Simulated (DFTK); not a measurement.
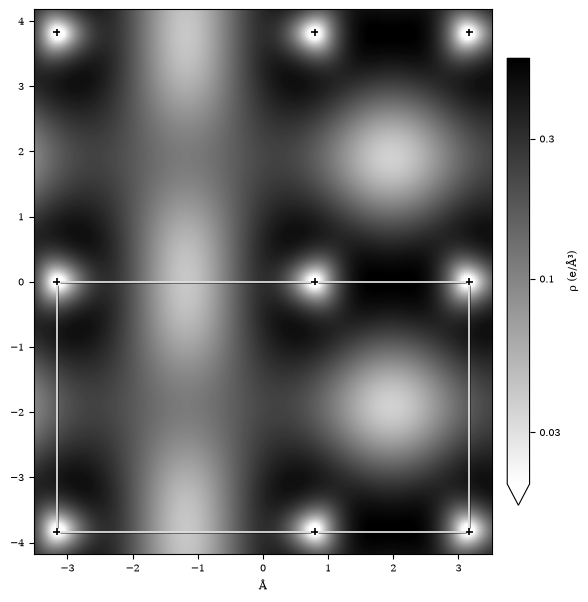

The valence charge density (pseudo) on a plane through atoms (crosses mark nuclei in the plane).

The calculation used Kohn-Sham DFT of a periodic cell, PBE, dojo.nc.sr.PBE.v0_4_1.standard.upf (DFTK 0.8.2).

Candidates:
A. Si, a = 3.83 Å, b = 3.83 Å, c = 6.33 Å, α = 90.00°, β = 90.00°, γ = 120.00°. Space group P6₃/mmc; a structure from a database of computed crystals, not necessarily the ambient phase.
B. Si2W, a = 3.21 Å, b = 3.21 Å, c = 7.83 Å, α = 90.00°, β = 90.00°, γ = 90.00°. Space group I4/mmm; computed pressure about 3 GPa in this cell.
C. C, a = 2.52 Å, b = 2.52 Å, c = 4.12 Å, α = 90.00°, β = 90.00°, γ = 120.00°. Space group P6₃/mmc; computed pressure about 3 GPa in this cell.

**Which candidate gave the map?**

Candidate A: Si on the (11̄0) plane of the conventional cell, which holds Si. Si–Si (2.37 Å): the density is about 0.56 e/Å³ at the midpoint.
